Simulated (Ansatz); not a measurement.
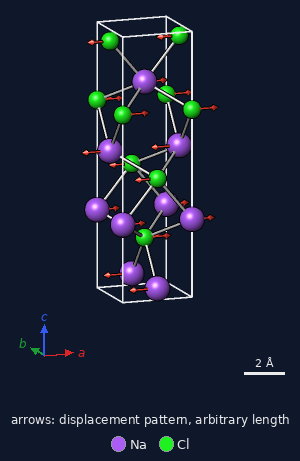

The lowest optical mode of crystalline NaCl (a generated structure), space group I4₁md (No. 109), at the zone centre. The red arrows are the displacements of the atoms (eigenvector over the root of the mass), of arbitrary overall length and sign. The picture is a ball-and-stick view of the conventional cell (2 times the calculation's cell), seen slightly off an axis. Lengths and directions refer to the drawn axes.

These are results of DFT PBE, scalar-relativistic, plane waves, PAW in Ansatz, not measurements. (plane-wave cutoff 420 eV; k-point mesh 8 × 8 × 8; occupations fixed; no spin polarisation)

Frequencies are those without the non-analytic (LO–TO) term.

Q: Is the structure stable against all modes at this point?

A: Yes: this softest mode has a real frequency, and so have all others here. That speaks for this wave vector alone: the rest of the zone wasn't checked in this run. This is the E mode (doubly degenerate; one member of the set is drawn) at 65 cm⁻¹, the lowest optical level, infrared- and Raman-active by symmetry. All motion is along a; the kinetic energy is shared as Cl 64 %, Na 36 %. Its infrared intensity is 0.031 (D/Å)²/amu for the set.
